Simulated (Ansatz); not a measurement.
## Geometry relaxation, with input and output: CoSi (part 2 of 2)

CoSi (P2₁3, 8 atoms in the cell); DFT PBE, scalar-relativistic, plane waves, PAW, no spin polarisation (Ansatz 0.2.0); cutoff 420 eV, 8×8×8 k-mesh, Gaussian smearing of 0.1 eV. The structure derives from an entry of the Crystallography Open Database.

Geometry of the input (Å; fractional positions):
```
4.4380  0.0000  0.0000
0.0000  4.4380  0.0000
0.0000  0.0000  4.4380
Co 0.1400  0.1400  0.1400
Co 0.3600  0.8600  0.6400
Co 0.6400  0.3600  0.8600
Co 0.8600  0.6400  0.3600
Si 0.8430  0.8430  0.8430
Si 0.6570  0.1570  0.3430
Si 0.3430  0.6570  0.1570
Si 0.1570  0.3430  0.6570
```

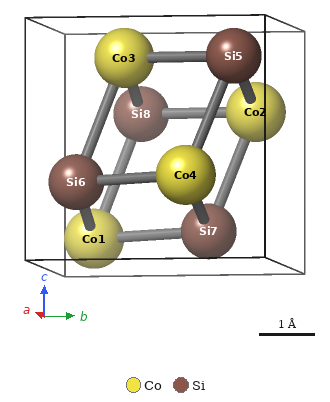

The geometry at step 3 of the log (ball-and-stick view of the cell of the calculation, seen at an oblique angle; atoms are numbered from 1 in the order of the input).

Output, continued:
```
SCF iter   1: F=—  HF=-23052.693252 eV  |F-HF|=—  |Δ(HF+E_count)|=         —  Δρ=1.85e-4  dr2=1.97e-5  ethr=1.96e-8  ⟨swp⟩=2.0  Hψ=9627  notcnv=0
preconditioner: auto → Resta (q_TF=auto, 2.712 Å⁻¹)  ε∞=19.5  [insulator: Δε(μ)=0.139 eV  Ē_g=6.681 eV  σ=0.100 eV  W_gap=0.56  n_scr=26 (ndim 8)  ℏωp=28.7 eV  f_vac=0.000  D(μ)=1.35/eV (n_scr^D=6)  ε∞_Penn≈19.5]
SCF iter   2: F=—  HF=-23052.693496 eV  |F-HF|=—  |Δ(HF+E_count)|=   2.44e-4  Δρ=6.88e-5  dr2=3.77e-6  ethr=1.96e-8  ⟨swp⟩=2.9  Hψ=3615  notcnv=0
SCF iter   3: F=—  HF=-23052.693495 eV  |F-HF|=—  |Δ(HF+E_count)|=   1.16e-6  Δρ=2.27e-5  dr2=5.50e-7  ethr=4.49e-9  ⟨swp⟩=2.2  Hψ=3069  notcnv=0
iter 4 did not close the SCF: its close was put off for the readings that it lacked (scf_convergence_deferred on its scf_iter line)
SCF iter   4: F=-23052.693495 eV  HF=-23052.693495 eV  |F-HF|=9.47e-8  |Δ(HF+E_count)|=   1.75e-7  Δρ=1.09e-5  dr2=8.61e-8  ethr=6.54e-10  ⟨swp⟩=2.0  Hψ=3400  notcnv=0
iter 5 did not close the SCF: its close was put off for the readings that it lacked (scf_convergence_deferred on its scf_iter line)
SCF iter   5: F=-23052.693495 eV  HF=-23052.693495 eV  |F-HF|=4.51e-10  |Δ(HF+E_count)|=   6.45e-9  Δρ=2.32e-6  dr2=2.12e-9  ethr=1.02e-10  ⟨swp⟩=2.0  Hψ=2952  notcnv=0
SCF iter   6: F=-23052.693495 eV  HF=-23052.693495 eV  |F-HF|=1.24e-10  |Δ(HF+E_count)|=  7.02e-10  Δρ=6.79e-7  dr2=1.26e-10  ethr=2.52e-12  ⟨swp⟩=4.7  Hψ=12337  notcnv=0
SCF 5 converged in 6 iterations: F = -23052.693495 eV  dr2 = 1.26e-10
relax step   5: F+E_penalty+E_count = -23052.69349483 eV  Δ(F+E_penalty+E_count) = -7.110e-5 eV  max|allowed force component| = 9.744e-4 eV/Å  Δτ_max = 0.0013 Å  P = -0.027 GPa  Ω = 86.988 Å³  energy of the carried Pulay correction = +2.582e-4 eV  (6 SCF iters, dr2 threshold 1.78e-7 eV, accepted)
Initial wavefunctions: pseudopotential atomic-orbital guess (no wavefunctions were taken with the density)
iter 1 solved again at ethr=1.35e-6 eV; its pass at ethr=3.10e-3 eV (dr2=1.13e-3 eV) is discarded
SCF iter   1: F=—  HF=-23052.693012 eV  |F-HF|=—  |Δ(HF+E_count)|=         —  Δρ=1.94e-5  dr2=4.60e-8  ethr=1.35e-6  ⟨swp⟩=3.0  Hψ=13955  notcnv=0
eigensolver tolerance schedule: the retry pair's looser diagonalisation over-reported the residual by 24686.49 of it (diagonalisation noise at an unbounded share of the residual, at the tolerance the schedule requests for it); recorded, not acted on — ethr = c·dr2/N_el stays at c = 1.0e-1
preconditioner: auto → Resta (q_TF=auto, 2.712 Å⁻¹)  ε∞=19.5  [insulator: Δε(μ)=0.139 eV  Ē_g=6.682 eV  σ=0.100 eV  W_gap=0.56  n_scr=26 (ndim 8)  ℏωp=28.7 eV  f_vac=0.000  D(μ)=1.35/eV (n_scr^D=6)  ε∞_Penn≈19.5]
SCF iter   2: F=—  HF=-23052.693258 eV  |F-HF|=—  |Δ(HF+E_count)|=   2.46e-4  Δρ=1.77e-5  dr2=8.55e-8  ethr=5.47e-11  ⟨swp⟩=3.1  Hψ=5273  notcnv=0
SCF iter   3: F=—  HF=-23052.693258 eV  |F-HF|=—  |Δ(HF+E_count)|=   9.36e-9  Δρ=3.74e-6  dr2=4.40e-9  ethr=5.47e-11  ⟨swp⟩=2.0  Hψ=4149  notcnv=0
SCF iter   4: F=—  HF=-23052.693258 eV  |F-HF|=—  |Δ(HF+E_count)|=   2.01e-9  Δρ=2.25e-7  dr2=2.08e-11  ethr=5.24e-12  ⟨swp⟩=2.0  Hψ=3156  notcnv=0
iter 5 did not close the SCF: its close was put off for the readings that it lacked (scf_convergence_deferred on its scf_iter line)
SCF iter   5: F=-23052.693258 eV  HF=-23052.693258 eV  |F-HF|=1.09e-11  |Δ(HF+E_count)|=  1.16e-10  Δρ=1.85e-7  dr2=2.30e-11  ethr=1.00e-12  ⟨swp⟩=1.0  Hψ=2295  notcnv=0
SCF iter   6: F=-23052.693258 eV  HF=-23052.693258 eV  |F-HF|=3.64e-12  |Δ(HF+E_count)|=  7.28e-12  Δρ=4.16e-8  dr2=1.25e-12  ethr=1.00e-12  ⟨swp⟩=4.1  Hψ=9803  notcnv=0
SCF 6 converged in 6 iterations: F = -23052.693258 eV  dr2 = 1.25e-12
relax step   6: F+E_penalty+E_count = -23052.69325757 eV  Δ(F+E_penalty+E_count) = +2.373e-4 eV  max|allowed force component| = 9.740e-4 eV/Å  Δτ_max = 0.0000 Å  P = -0.032 GPa  Ω = 86.988 Å³  stress off target by 3.23e-2 GPa  SCF on the basis re-selected at this cell (its energy is not comparable with the rows above)  (6 SCF iters)
basis re-selected at this cell: Δ(F+E_penalty+E_count) = +2.373e-4 eV, ΔP = -0.005 GPa vs the last step (what re-selecting the basis moved, of the pressure what is left beyond the Pulay correction that the steps carried, after the strain that the cell walked since its last selection, with what the two solves' SCF thresholds leave and, on support functions, any second-order correction that the steps lacked; it is no measure of the basis error at this ecutwfc). This SCF's stress stands 3.23e-2 GPa from its target on what of the cell is left free (relax.cell.stress_tol is 5.00e-2 GPa) and its largest allowed force component is 9.74e-4 eV/Å (relax.f_tol is 5.00e-3 eV/Å): within both
SCF converged after 6 iterations
Free energy (F): -23052.693258 eV
Harris-Foulkes:  -23052.693258 eV  (|F-HF|=3.64e-12)
Internal energy: -23052.686484 eV  (E = F + TS)
E sigma→0 (E₀):  -23052.689871 eV
Entropy (-TS):   -0.006773 eV (-0.847 meV/atom)
Fermi energy:    16.707409 eV
--- Per-component energies (eV) ---
  E_band       = -946.193702
  E_kinetic    = 2010.699603
  E_local      = -14209.090132  (includes V_loc(G=0)·N_el)
  E_nonlocal   = 1921.067532
  E_hartree    = 6167.420660
  E_xc         = -869.673464
  E_vxc        = -1025.575356  (∫ρ·V_xc dr)
  E_paw        = -8118.544735  (= ΣΔE_a)
  E_vpaw       = -1978.137147  (= ΣTr[D̂ρ^β])
  E_aug_tail   = 0.000354  (compensation charges beyond the density's cutoff)
  E_ewald      = -9954.566302
  E_smearing   = -0.006773  (= −TS)
  E_closure    = 0.000000  (closes the sum)
  Σ components = -23052.693258   (vs F -23052.693258, Δ=0.00e0)
--- Forces (eV/Å), atoms counted from 1 ---
  atom   1  Co    -0.00029303    -0.00029303    -0.00029303
  atom   2  Co     0.00029303     0.00029303    -0.00029303
  atom   3  Co    -0.00029303     0.00029303     0.00029303
  atom   4  Co     0.00029303    -0.00029303     0.00029303
  atom   5  Si     0.00097402     0.00097402     0.00097402
  atom   6  Si    -0.00097402    -0.00097402     0.00097402
  atom   7  Si     0.00097402    -0.00097402    -0.00097402
  atom   8  Si    -0.00097402     0.00097402    -0.00097402
  max |Σ_I F_I| component: 3.01e-17 eV/Å
--- Stress (GPa, compression-positive) ---
       -0.032349      -0.000000       0.000000
       -0.000000      -0.032349       0.000000
        0.000000       0.000000      -0.032349
  P = ⅓ Tr σ = -0.0323 GPa (-0.323 kbar)
--- Band table (eV; the first three rows and the last of 45) ---
  k-point 0: bands = ["-78.1341", "-78.1225", "-78.1225", "-78.1225", "-41.5136", "-41.5136", "-41.5136", "-41.4724", "-41.4454", "-41.4454", "-41.4454", "-41.4089", "-41.4089", "-41.3935", "-41.3935", "-41.3935", "2.9787", "8.4854", "8.4854", "8.4854", "11.1713", "11.1713", "11.1713", "12.9098", "12.9098", "12.9098", "13.5635", "13.6033", "13.6033", "13.9573", "13.9573", "13.9573", "14.3804", "14.3804", "14.3804", "15.7786", "15.7786", "15.7786", "15.9127", "15.9127", "16.6868", "16.6868", "16.6868", "19.1884", "19.1884", "19.1884", "19.6009", "19.6009", "20.2562", "20.2562", "20.2562"]
  k-point 1: bands = ["-78.1338", "-78.1238", "-78.1224", "-78.1216", "-41.5174", "-41.5142", "-41.5084", "-41.4736", "-41.4514", "-41.4469", "-41.4379", "-41.4085", "-41.4074", "-41.3949", "-41.3946", "-41.3927", "3.0954", "7.6913", "8.5598", "9.0545", "10.7376", "11.2414", "11.7648", "12.3109", "12.6549", "13.4452", "13.4705", "13.6266", "13.7882", "13.9177", "13.9580", "13.9685", "14.2926", "14.3623", "14.5905", "15.6512", "15.6687", "15.8847", "15.9170", "15.9442", "16.5026", "16.6405", "16.9820", "18.6975", "18.8405", "19.1388", "19.2264", "19.8678", "20.4365", "20.4686", "20.6704"]
  k-point 2: bands = ["-78.1328", "-78.1255", "-78.1220", "-78.1211", "-41.5195", "-41.5156", "-41.5022", "-41.4769", "-41.4552", "-41.4502", "-41.4295", "-41.4077", "-41.4038", "-41.3976", "-41.3968", "-41.3928", "3.4420", "6.7074", "8.7769", "9.5060", "10.5446", "11.3958", "11.7082", "12.2099", "12.4204", "13.1295", "13.6866", "13.6988", "13.8937", "13.9769", "14.0161", "14.0713", "14.2764", "14.4076", "14.7313", "15.3813", "15.6143", "15.8084", "15.9344", "16.0329", "16.3775", "16.5095", "17.4280", "18.3626", "18.3809", "18.6071", "19.1017", "20.1960", "20.6742", "20.7229", "21.3449"]
  k-point 44: bands = ["-78.1253", "-78.1253", "-78.1253", "-78.1253", "-41.5070", "-41.5070", "-41.5070", "-41.5070", "-41.4376", "-41.4376", "-41.4376", "-41.4376", "-41.3927", "-41.3927", "-41.3927", "-41.3927", "7.2288", "7.2288", "7.2288", "7.2288", "9.7155", "9.7155", "9.7155", "9.7155", "13.6550", "13.6550", "13.6550", "13.6550", "13.8653", "13.8653", "13.8653", "13.8653", "15.3583", "15.3583", "15.3583", "15.3583", "15.4691", "15.4691", "15.4691", "15.4691", "16.4724", "16.4724", "16.4724", "16.4724", "22.0734", "22.0734", "22.0734", "22.0734", "22.4484", "22.4484", "22.4484"]
--- Relaxed structure (5 steps of the walk, 5 accepted, 1 SCFs on fresh bases) ---
  F+E_penalty+E_count = -23052.69325757 eV   max|allowed force component| = 9.740e-4 eV/Å   (the final SCF, on the basis selected at the relaxed cell)
  cell:  # Å, volume = 86.9883 Å³
    - [4.430849077213102, 1.1234591342258875e-33, 1.4765462906968809e-33]
    - [9.62964972193618e-34, 4.430849077213102, 1.8560866042306913e-53]
    - [1.733336949948512e-33, -3.093477673717819e-53, 4.430849077213102]
  atoms:
    - { symbol: Co, position: [0.14501891220713853, 0.14501891220713853, 0.14501891220713853] }
    - { symbol: Co, position: [0.3549810877928614, 0.8549810877928614, 0.6450189122071385] }
    - { symbol: Co, position: [0.6450189122071385, 0.3549810877928614, 0.8549810877928614] }
    - { symbol: Co, position: [0.8549810877928614, 0.6450189122071385, 0.3549810877928614] }
    - { symbol: Si, position: [0.8431597103924826, 0.8431597103924826, 0.8431597103924826] }
    - { symbol: Si, position: [0.6568402896075174, 0.15684028960751745, 0.34315971039248255] }
    - { symbol: Si, position: [0.34315971039248255, 0.6568402896075174, 0.15684028960751745] }
    - { symbol: Si, position: [0.15684028960751745, 0.34315971039248255, 0.6568402896075174] }
```

Trajectory as extended XYZ (Å, eV, eV/Å), 6 frames, from step=1 to step=6:
```
8
Lattice="4.4380 0.0000 0.0000 0.0000 4.4380 0.0000 0.0000 0.0000 4.4380" Properties=species:S:1:pos:R:3:forces:R:3 step=1 energy=-23052.67222 pressure_GPa=-0.29
Co    0.6213    0.6213    0.6213    0.1522   0.1522   0.1522
Co    1.5977    3.8167    2.8403   -0.1522  -0.1522   0.1522
Co    2.8403    1.5977    3.8167    0.1522  -0.1522  -0.1522
Co    3.8167    2.8403    1.5977   -0.1522   0.1522  -0.1522
Si    3.7412    3.7412    3.7412   -0.0219  -0.0219  -0.0219
Si    2.9158    0.6968    1.5222    0.0219   0.0219  -0.0219
Si    1.5222    2.9158    0.6968   -0.0219   0.0219   0.0219
Si    0.6968    1.5222    2.9158    0.0219  -0.0219   0.0219
8
Lattice="4.4356 0.0000 0.0000 0.0000 4.4356 0.0000 0.0000 0.0000 4.4356" Properties=species:S:1:pos:R:3:forces:R:3 step=2 energy=-23052.68005 pressure_GPa=-0.12
Co    0.6255    0.6255    0.6255    0.1224   0.1224   0.1224
Co    1.5923    3.8101    2.8434   -0.1224  -0.1224   0.1224
Co    2.8434    1.5923    3.8101    0.1224  -0.1224  -0.1224
Co    3.8101    2.8434    1.5923   -0.1224   0.1224  -0.1224
Si    3.7388    3.7388    3.7388   -0.0069  -0.0069  -0.0069
Si    2.9146    0.6968    1.5210    0.0069   0.0069  -0.0069
Si    1.5210    2.9146    0.6968   -0.0069   0.0069   0.0069
Si    0.6968    1.5210    2.9146    0.0069  -0.0069   0.0069
8
Lattice="4.4320 0.0000 0.0000 0.0000 4.4320 0.0000 0.0000 0.0000 4.4320" Properties=species:S:1:pos:R:3:forces:R:3 step=3 energy=-23052.69271 pressure_GPa=-0.31
Co    0.6452    0.6452    0.6452   -0.0175  -0.0175  -0.0175
Co    1.5709    3.7869    2.8612    0.0175   0.0175  -0.0175
Co    2.8612    1.5709    3.7869   -0.0175   0.0175   0.0175
Co    3.7869    2.8612    1.5709    0.0175  -0.0175   0.0175
Si    3.7393    3.7393    3.7393   -0.0292  -0.0292  -0.0292
Si    2.9088    0.6928    1.5233    0.0292   0.0292  -0.0292
Si    1.5233    2.9088    0.6928   -0.0292   0.0292   0.0292
Si    0.6928    1.5233    2.9088    0.0292  -0.0292   0.0292
8
Lattice="4.4290 0.0000 0.0000 0.0000 4.4290 0.0000 0.0000 0.0000 4.4290" Properties=species:S:1:pos:R:3:forces:R:3 step=4 energy=-23052.69342 pressure_GPa=0.27
Co    0.6423    0.6423    0.6423    0.0004   0.0004   0.0004
Co    1.5722    3.7867    2.8568   -0.0004  -0.0004   0.0004
Co    2.8568    1.5722    3.7867    0.0004  -0.0004  -0.0004
Co    3.7867    2.8568    1.5722   -0.0004   0.0004  -0.0004
Si    3.7336    3.7336    3.7336    0.0119   0.0119   0.0119
Si    2.9099    0.6954    1.5191   -0.0119  -0.0119   0.0119
Si    1.5191    2.9099    0.6954    0.0119  -0.0119  -0.0119
Si    0.6954    1.5191    2.9099   -0.0119   0.0119  -0.0119
8
Lattice="4.4308 0.0000 0.0000 0.0000 4.4308 0.0000 0.0000 0.0000 4.4308" Properties=species:S:1:pos:R:3:forces:R:3 step=5 energy=-23052.69349 pressure_GPa=-0.03
Co    0.6426    0.6426    0.6426   -0.0003  -0.0003  -0.0003
Co    1.5729    3.7883    2.8580    0.0003   0.0003  -0.0003
Co    2.8580    1.5729    3.7883   -0.0003   0.0003   0.0003
Co    3.7883    2.8580    1.5729    0.0003  -0.0003   0.0003
Si    3.7359    3.7359    3.7359    0.0010   0.0010   0.0010
Si    2.9104    0.6949    1.5205   -0.0010  -0.0010   0.0010
Si    1.5205    2.9104    0.6949    0.0010  -0.0010  -0.0010
Si    0.6949    1.5205    2.9104   -0.0010   0.0010  -0.0010
8
Lattice="4.4308 0.0000 0.0000 0.0000 4.4308 0.0000 0.0000 0.0000 4.4308" Properties=species:S:1:pos:R:3:forces:R:3 step=6 energy=-23052.69326 pressure_GPa=-0.03
Co    0.6426    0.6426    0.6426   -0.0003  -0.0003  -0.0003
Co    1.5729    3.7883    2.8580    0.0003   0.0003  -0.0003
Co    2.8580    1.5729    3.7883   -0.0003   0.0003   0.0003
Co    3.7883    2.8580    1.5729    0.0003  -0.0003   0.0003
Si    3.7359    3.7359    3.7359    0.0010   0.0010   0.0010
Si    2.9104    0.6949    1.5205   -0.0010  -0.0010   0.0010
Si    1.5205    2.9104    0.6949    0.0010  -0.0010  -0.0010
Si    0.6949    1.5205    2.9104   -0.0010   0.0010  -0.0010
```

Summary:

```json
{"quantity": "outcome", "value": "converged"}
{"quantity": "space group (tolerance 0.01 Å)", "value": "P2₁3 (198)"}
{"quantity": "electrons treated", "value": "84"}
{"quantity": "free energy", "value": "−23052.6933 eV"}
{"quantity": "Fermi energy", "value": "16.707 eV"}
{"quantity": "gap on the k-point mesh", "value": "none (metallic)"}
{"quantity": "pressure", "value": "−0.03 GPa"}
{"quantity": "final volume", "value": "86.99 Å³"}
{"quantity": "largest force (length of the vector) at the end", "value": "0.002 eV/Å"}
{"quantity": "final cell", "value": "a = 4.431 Å, b = 4.431 Å, c = 4.431 Å, α = 90.00°, β = 90.00°, γ = 90.00°"}
{"quantity": "hardware", "value": "2 threads of AMD EPYC (Zen 3), 189 GiB of memory available, shared host"}
{"quantity": "wall time", "value": "2.7 min (CPU time 5.1 min)"}
{"quantity": "peak memory", "value": "0.48 GiB"}
```

The run has no spin polarisation, so a magnetic state may lie lower.
